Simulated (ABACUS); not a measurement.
# Band-structure run of PbS

PbS (Fm-3m, 2 atoms in the cell), computed with Kohn-Sham DFT of a periodic cell, revTPSS, SG15 ONCV 1.2 PBE, no spin polarisation (ABACUS 3.10.1).

The structure derives from an entry of the Crystallography Open Database. It belongs to a series of runs on one base structure; here: bands on the converged density.

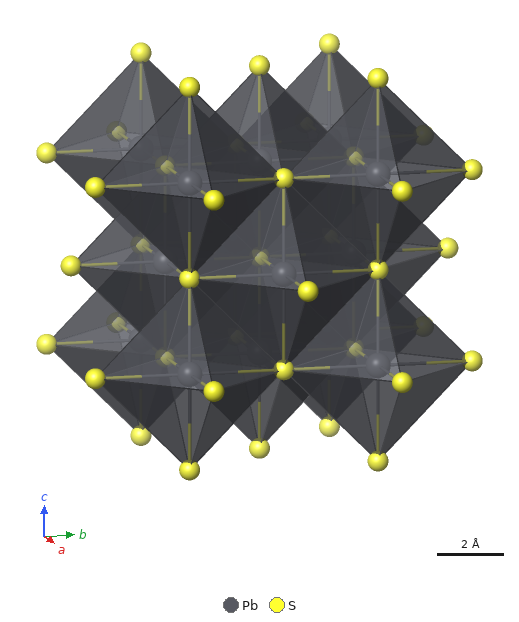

**Figure 1.** The input geometry (polyhedral view of the cell 4 times as large as that of the calculation, set on its symmetry axes, seen slightly off an axis; polyhedra are completed across the faces of the cell).

The input
```
INPUT_PARAMETERS
suffix              PbS
calculation         nscf
basis_type          pw
pseudo_dir          ./
symmetry            -1
dft_functional      MGGA_X_REVTPSS+MGGA_C_REVTPSS
ecutwfc             73.0
pseudo_rcut         7
nspin               1
nbands              20
ks_solver           dav
smearing_method     fd
smearing_sigma      0.00367493
scf_thr             1e-08
scf_nmax            100
mixing_type         broyden
mixing_beta         0.7
mixing_tau          1
init_chg            file
pw_diag_thr         1e-07
out_band            1
kpar                4
```

File STRU
```
ATOMIC_SPECIES
Pb 207.2000 Pb_ONCV_PBE-1.2.upf
S 32.0600 S_ONCV_PBE-1.2.upf

LATTICE_CONSTANT
1.8897261246

LATTICE_VECTORS
0.0000000000 2.9657500000 2.9657500000
2.9657500000 0.0000000000 2.9657500000
2.9657500000 2.9657500000 0.0000000000

ATOMIC_POSITIONS
Direct

Pb
0.0
1
0.0000000000 0.0000000000 0.0000000000 1 1 1

S
0.0
1
0.5000000000 0.5000000000 0.5000000000 1 1 1
```

File KPT
```
K_POINTS
12
Line
0.00000000 0.00000000 0.00000000 10 // G
0.50000000 0.00000000 0.50000000 10 // X
0.50000000 0.25000000 0.75000000 10 // W
0.37500000 0.37500000 0.75000000 10 // K
0.00000000 0.00000000 0.00000000 10 // G
0.50000000 0.50000000 0.50000000 10 // L
0.62500000 0.25000000 0.62500000 10 // U
0.50000000 0.25000000 0.75000000 10 // W
0.50000000 0.50000000 0.50000000 10 // L
0.37500000 0.37500000 0.75000000 1 // K
0.62500000 0.25000000 0.62500000 10 // U
0.50000000 0.00000000 0.50000000 1 // X
```

Run on 4 threads of Intel Xeon Gold (Sapphire Rapids), 64 GiB of memory available, shared host.

Launch command:
```bash
OMP_NUM_THREADS=1 mpirun -np 4 abacus > log
```

Output
```
ABACUS v3.10.1

               Atomic-orbital Based Ab-initio Computation at UStc

 ------------------------------------------------------------------------------------

 READING GENERAL INFORMATION
                           global_out_dir = OUT.PbS/
                           global_in_card = INPUT
                               pseudo_dir = ./
                              orbital_dir =
                                    DSIZE = 4
                                    GSIZE = 1

 READING UNITCELL INFORMATION
                                    ntype = 2
                  lattice constant (Bohr) = 1.88973
              lattice constant (Angstrom) = 1

 READING ATOM TYPE 1
                               atom label = Pb
                      L=0, number of zeta = 1
                      L=1, number of zeta = 1
                      L=2, number of zeta = 1
             number of atom for this type = 1

 READING ATOM TYPE 2
                               atom label = S
                      L=0, number of zeta = 1
                      L=1, number of zeta = 1
                      L=2, number of zeta = 1
             number of atom for this type = 1

                        TOTAL ATOM NUMBER = 2
DIRECT COORDINATES
    atom                   x                   y                   z     mag                  vx                  vy                  vz
taud_Pb1            0.0000000000        0.0000000000        0.0000000000  0.0000        0.0000000000        0.0000000000        0.0000000000
taud_S1            0.5000000000        0.5000000000        0.5000000000  0.0000        0.0000000000        0.0000000000        0.0000000000

                          Volume (Bohr^3) = 352.071
                             Volume (A^3) = 52.1715

 Lattice vectors: (Cartesian coordinate: in unit of a_0)
                   +0            +2.96575            +2.96575
             +2.96575                  +0            +2.96575
             +2.96575            +2.96575                  +0
 Reciprocal vectors: (Cartesian coordinate: in unit of 2 pi/a_0)
            -0.168591           +0.168591           +0.168591
            +0.168591           -0.168591           +0.168591
            +0.168591           +0.168591           -0.168591
 The esolver type has been set to : ksdft_pw

                PAO radial cut off (Bohr) = 7

 Read in pseudopotential file is Pb_ONCV_PBE-1.2.upf
                     pseudopotential type = NC
          exchange-correlation functional = PBE
                 nonlocal core correction = 0
                        valence electrons = 14
                                     lmax = 3
                           number of zeta = 0
                     number of projectors = 8
                           L of projector = 0
                           L of projector = 0
                           L of projector = 1
                           L of projector = 1
                           L of projector = 2
                           L of projector = 2
                           L of projector = 3
                           L of projector = 3
 XC functional updated to : MGGA_X_REVTPSS+MGGA_C_REVTPSS
          exchange-correlation functional = MGGA_X_REVTPSS+MGGA_C_REVTPSS
                PAO radial cut off (Bohr) = 7

 Read in pseudopotential file is S_ONCV_PBE-1.2.upf
                     pseudopotential type = NC
          exchange-correlation functional = PBE
                 nonlocal core correction = 0
                        valence electrons = 6
                                     lmax = 1
                           number of zeta = 0
                     number of projectors = 4
                           L of projector = 0
                           L of projector = 0
                           L of projector = 1
                           L of projector = 1
 XC functional updated to : MGGA_X_REVTPSS+MGGA_C_REVTPSS
          exchange-correlation functional = MGGA_X_REVTPSS+MGGA_C_REVTPSS
     initial pseudo atomic orbital number = 0

 SETUP THE ELECTRONS NUMBER
            electron number of element Pb = 14
      total electron number of element Pb = 14
             electron number of element S = 6
       total electron number of element S = 6
            AUTOSET number of electrons:  = 20
                           occupied bands = 10
                                   NBANDS = 20
                                   NLOCAL = 18

%%%%%%%%%%%%%%%%%%%%%%%%%%%%%%%%%%%%%%%%%%%%%%%%%%%%%%%%%%%%%%%%%%%%%%%%%%%%%%%%%%%%%%%%%%%%%%%%%%%%%%%%%%
 Warning: the number of valence electrons in pseudopotential > 4 for Pb: [Xe] 4f14 5d10 6s2 6p2
 Pseudopotentials with additional electrons can yield (more) accurate outcomes, but may be less efficient.
 If you're confident that your chosen pseudopotential is appropriate, you can safely ignore this warning.
%%%%%%%%%%%%%%%%%%%%%%%%%%%%%%%%%%%%%%%%%%%%%%%%%%%%%%%%%%%%%%%%%%%%%%%%%%%%%%%%%%%%%%%%%%%%%%%%%%%%%%%%%%

 SETUP THE PLANE WAVE BASIS
 energy cutoff for charge/potential (unit:Ry) = 292
            fft grid for charge/potential = [ 45, 45, 45 ]
                        fft grid division = [ 1, 1, 1 ]
        big fft grid for charge/potential = [ 45, 45, 45 ]
                                     nbxx = 91125
                                     nrxx = 91125

 SETUP PLANE WAVES FOR CHARGE/POTENTIAL
                    number of plane waves = 29627
                         number of sticks = 1261

 PARALLEL PW FOR CHARGE/POTENTIAL
     PROC   COLUMNS(POT)             PW
        1           1261          29627
 --------------- sum -------------------
        1           1261          29627
                            number of |g| = 312
                                  max |g| = 26.3766
                                  min |g| = 0

----------- Double Check Mixing Parameters Begin ------------
mixing_type: broyden
mixing_beta: 0.7
mixing_gg0: 1
mixing_gg0_min: 0.1
mixing_ndim: 8
----------- Double Check Mixing Parameters End ------------

 SETUP K-POINTS
                                    nspin = 1
                                   nkstot = 102
K-POINTS DIRECT COORDINATES
 KPOINTS    DIRECT_X    DIRECT_Y    DIRECT_Z  WEIGHT
       1  0.00000000  0.00000000  0.00000000  1.0000
       2  0.05000000  0.00000000  0.05000000  1.0000
       3  0.10000000  0.00000000  0.10000000  1.0000
       4  0.15000000  0.00000000  0.15000000  1.0000
       5  0.20000000  0.00000000  0.20000000  1.0000
       6  0.25000000  0.00000000  0.25000000  1.0000
       7  0.30000000  0.00000000  0.30000000  1.0000
       8  0.35000000  0.00000000  0.35000000  1.0000
       9  0.40000000  0.00000000  0.40000000  1.0000
      10  0.45000000  0.00000000  0.45000000  1.0000
      11  0.50000000  0.00000000  0.50000000  1.0000
      12  0.50000000  0.02500000  0.52500000  1.0000
      13  0.50000000  0.05000000  0.55000000  1.0000
      14  0.50000000  0.07500000  0.57500000  1.0000
      15  0.50000000  0.10000000  0.60000000  1.0000
      16  0.50000000  0.12500000  0.62500000  1.0000
      17  0.50000000  0.15000000  0.65000000  1.0000
      18  0.50000000  0.17500000  0.67500000  1.0000
      19  0.50000000  0.20000000  0.70000000  1.0000
      20  0.50000000  0.22500000  0.72500000  1.0000
      21  0.50000000  0.25000000  0.75000000  1.0000
      22  0.48750000  0.26250000  0.75000000  1.0000
      23  0.47500000  0.27500000  0.75000000  1.0000
      24  0.46250000  0.28750000  0.75000000  1.0000
      25  0.45000000  0.30000000  0.75000000  1.0000
      26  0.43750000  0.31250000  0.75000000  1.0000
      27  0.42500000  0.32500000  0.75000000  1.0000
      28  0.41250000  0.33750000  0.75000000  1.0000
      29  0.40000000  0.35000000  0.75000000  1.0000
      30  0.38750000  0.36250000  0.75000000  1.0000
[... 72 further k points ...]

           k-point number in this process = 26
       minimum distributed K point number = 25

[... K-POINTS CARTESIAN COORDINATES: 26 rows ...]

[... K-POINTS DIRECT COORDINATES: 26 rows ...]

 SETUP PLANE WAVES FOR WAVE FUNCTIONS
     energy cutoff for wavefunc (unit:Ry) = 73
              fft grid for wave functions = [ 45, 45, 45 ]
                    number of plane waves = 4621
                         number of sticks = 367

 PARALLEL PW FOR WAVE FUNCTIONS
     PROC   COLUMNS(POT)             PW
        1            367           4621
 --------------- sum -------------------
        1            367           4621

 SETUP NONLOCAL PSEUDOPOTENTIALS IN PLANE WAVE BASIS
 Pb non-local projectors:
 projector 1 L=0
 projector 2 L=0
 projector 3 L=1
 projector 4 L=1
 projector 5 L=2
 projector 6 L=2
 projector 7 L=3
 projector 8 L=3
 S non-local projectors:
 projector 1 L=0
 projector 2 L=0
 projector 3 L=1
 projector 4 L=1
      TOTAL NUMBER OF NONLOCAL PROJECTORS = 40

 Init Non-Local PseudoPotential table :
 Init Non-Local-Pseudopotential done.

                                     npwx = 3727

 -------------------------------------------
 NONSELF-CONSISTENT
 -------------------------------------------
                                 init_chg = file
 try to read charge from file
 Read in the charge density: OUT.PbS//PbS-CHARGE-DENSITY.restart
 try to read kinetic energy density from file
 Read in the kinetic energy density: OUT.PbS//PbS-TAU-DENSITY.restart

 PW ALGORITHM --------------- ION=   1  ELEC=   1--------------------------------
 k(1/102) Iter steps (avg)=12 threshold=1e-07
 k(2/102) Iter steps (avg)=12 threshold=1e-07
 k(3/102) Iter steps (avg)=13 threshold=1e-07
 k(4/102) Iter steps (avg)=14 threshold=1e-07
 k(5/102) Iter steps (avg)=16 threshold=1e-07
 k(6/102) Iter steps (avg)=21 threshold=1e-07
 k(7/102) Iter steps (avg)=21 threshold=1e-07
 k(8/102) Iter steps (avg)=22 threshold=1e-07
 k(9/102) Iter steps (avg)=20 threshold=1e-07
 k(10/102) Iter steps (avg)=19 threshold=1e-07
 k(11/102) Iter steps (avg)=18 threshold=1e-07
 k(12/102) Iter steps (avg)=21 threshold=1e-07
 k(13/102) Iter steps (avg)=32 threshold=1e-07
 k(14/102) Iter steps (avg)=20 threshold=1e-07
 k(15/102) Iter steps (avg)=19 threshold=1e-07
 k(16/102) Iter steps (avg)=19 threshold=1e-07
 k(17/102) Iter steps (avg)=21 threshold=1e-07
 k(18/102) Iter steps (avg)=20 threshold=1e-07
 k(19/102) Iter steps (avg)=19 threshold=1e-07
 k(20/102) Iter steps (avg)=20 threshold=1e-07
 k(21/102) Iter steps (avg)=18 threshold=1e-07
 k(22/102) Iter steps (avg)=18 threshold=1e-07
 k(23/102) Iter steps (avg)=18 threshold=1e-07
 k(24/102) Iter steps (avg)=22 threshold=1e-07
 k(25/102) Iter steps (avg)=22 threshold=1e-07
 k(26/102) Iter steps (avg)=24 threshold=1e-07
[... levels at 26 k points of this process ...]

 Density error is 0.00000000000
                          Error Threshold = 1.00000000000e-07
----------------------------------------------------------
     Energy           Rydberg                 eV
----------------------------------------------------------
 E_KohnSham     -133.1976509604      -1812.2470132763
 E_KS(sigma->0) -133.1976284413      -1812.2467068884
 E_Harris       -133.1976509604      -1812.2470132763
 E_band         -3.0343525211        -41.2844840270
 E_one_elec     -28.4723072766       -387.3856141680
 E_Hartree      24.6976855220        336.0292505115
 E_xc           -18.1933401310       -247.5330914334
 E_Ewald        -111.2296440367      -1513.3569454106
 E_entropy(-TS) -0.0000450382        -0.0006127758
 E_descf        0.0000000000         0.0000000000
 E_exx          0.0000000000         0.0000000000
 E_Fermi        0.6827180718         9.2888559034
----------------------------------------------------------

 charge density convergence is achieved
 final etot is -1812.2470133 eV
 EFERMI = 9.2888559034 eV

 STATE ENERGY(eV) AND OCCUPATIONS    NSPIN == 1
 1/26 kpoint (Cartesian) = 0.0000 0.0000 0.0000 (3719 pws)
       1       -7.49482      0.0196078
       2       -7.49482      0.0196078
       3       -7.49482      0.0196078
       4       -7.46584      0.0196078
       5       -7.46584      0.0196078
       6       -4.72485      0.0196078
       7        3.04875      0.0196078
       8        6.96763      0.0196078
       9        6.96763      0.0196078
      10        6.96763      0.0196078
      11        14.4319    4.17035e-47
      12        14.4319    4.17035e-47
      13        14.4319    4.17034e-47
      14        16.0139    7.57479e-61
      15        16.0139    7.57479e-61
      16        16.0139    7.57479e-61
      17        17.4667    1.82041e-73
      18        18.2143    5.85117e-80
      19        18.6375    1.23364e-83
      20        18.6375    1.23364e-83

 2/26 kpoint (Cartesian) = 0.0000 0.016859 0.0000 (3719 pws)
       1       -7.49551      0.0196078
       2       -7.49332      0.0196078
       3       -7.49332      0.0196078
       4       -7.46781      0.0196078
       5       -7.46517      0.0196078
       6       -4.69594      0.0196078
       7        2.94479      0.0196078
       8        6.93352      0.0196078
       9        6.93352      0.0196078
      10        7.13100      0.0196078
      11        13.8841    2.39169e-42
      12        14.3326    3.03796e-46
      13        14.3326    3.03796e-46
      14        15.7223    2.58250e-58
      15        16.2490    6.87372e-63
      16        16.2490    6.87371e-63
      17        17.8393    1.05718e-76
      18        18.3620    3.04683e-81
      19        18.6666    6.89251e-84
      20        19.1689    2.98950e-88

 3/26 kpoint (Cartesian) = 0.0000 0.033718 0.0000 (3727 pws)
       1       -7.49750      0.0196078
       2       -7.48893      0.0196078
       3       -7.48893      0.0196078
       4       -7.47448      0.0196078
       5       -7.46323      0.0196078
       6       -4.60911      0.0196078
       7        2.68769      0.0196078
       8        6.83494      0.0196078
       9        6.83494      0.0196078
      10        7.53773      0.0196078
      11        12.8048    5.66618e-33
      12        14.1616    9.30022e-45
      13        14.1616    9.30021e-45
      14        15.1993    9.02132e-54
      15        16.8209    7.41808e-68
      16        16.8209    7.41807e-68
      17        18.5014    1.87603e-82
      18        18.6049    2.36815e-83
      19        18.7537    1.20663e-84
      20        20.5259        0.00000

 4/26 kpoint (Cartesian) = 0.0000 0.050577 0.0000 (3691 pws)
       1       -7.50060      0.0196078
       2       -7.48748      0.0196078
       3       -7.48203      0.0196078
       4       -7.48203      0.0196078
       5       -7.46022      0.0196078
       6       -4.46486      0.0196078
       7        2.37625      0.0196078
       8        6.68288      0.0196078
       9        6.68288      0.0196078
      10        7.96180      0.0196078
      11        11.7975    3.17843e-24
      12        14.0526    8.21763e-44
      13        14.0526    8.21763e-44
      14        14.6813    2.84740e-49
      15        17.5755    2.06740e-74
      16        17.5755    2.06740e-74
      17        18.6888    4.42151e-84
      18        18.8988    6.62472e-86
      19        19.5259        0.00000
      20        22.1535        0.00000

 5/26 kpoint (Cartesian) = 0.0000 0.067437 0.0000 (3691 pws)
       1       -7.50798      0.0196078
       2       -7.50451      0.0196078
       3       -7.47320      0.0196078
       4       -7.47320      0.0196078
       5       -7.45641      0.0196078
       6       -4.26657      0.0196078
       7        2.08303      0.0196078
       8        6.49442      0.0196078
       9        6.49442      0.0196078
      10        7.99544      0.0196078
      11        11.3343    3.35402e-20
      12        14.0452    9.54071e-44
      13        14.0452    9.54070e-44
      14        14.2177    3.02578e-45
      15        18.4380    6.67061e-82
      16        18.4380    6.67060e-82
      17        18.9525    2.26597e-86
      18        19.1012    1.15785e-87
      19        20.5506        0.00000
      20        23.8150        0.00000

 6/26 kpoint (Cartesian) = 0.0000 0.084296 0.0000 (3727 pws)
       1       -7.53546      0.0196078
       2       -7.50884      0.0196078
       3       -7.46324      0.0196078
       4       -7.46324      0.0196078
       5       -7.45220      0.0196078
       6       -4.02317      0.0196078
       7        1.85008      0.0196078
       8        6.29022      0.0196078
       9        6.29022      0.0196078
      10        7.38832      0.0196078
      11        11.6566    5.32693e-23
      12        13.8213    8.39615e-42
      13        14.1356    1.56398e-44
      14        14.1356    1.56398e-44
      15        19.3062        0.00000
      16        19.3578        0.00000
      17        19.3578        0.00000
      18        19.3588        0.00000
      19        21.6630        0.00000
      20        24.8538        0.00000

[... levels at 20 further k points ...]

 --------------------------------------------
 !FINAL_ETOT_IS -1812.247013276258 eV
 --------------------------------------------

 Output bands in file: OUT.PbS/BANDS_1.dat
```

Summary

| quantity | value |
| --- | --- |
| outcome | converged |
| space group (tolerance 0.01 Å) | Fm-3m (225) |
| electrons treated | 20 |
| Fermi energy of the self-consistent step | 9.365 eV |
| gap on the band path | 0.36 eV |
| wall time | 37 s (CPU time 2.4 min) |
| peak memory | 0.48 GiB |

Remarks

Spin–orbit coupling is left out, which matters for Pb.
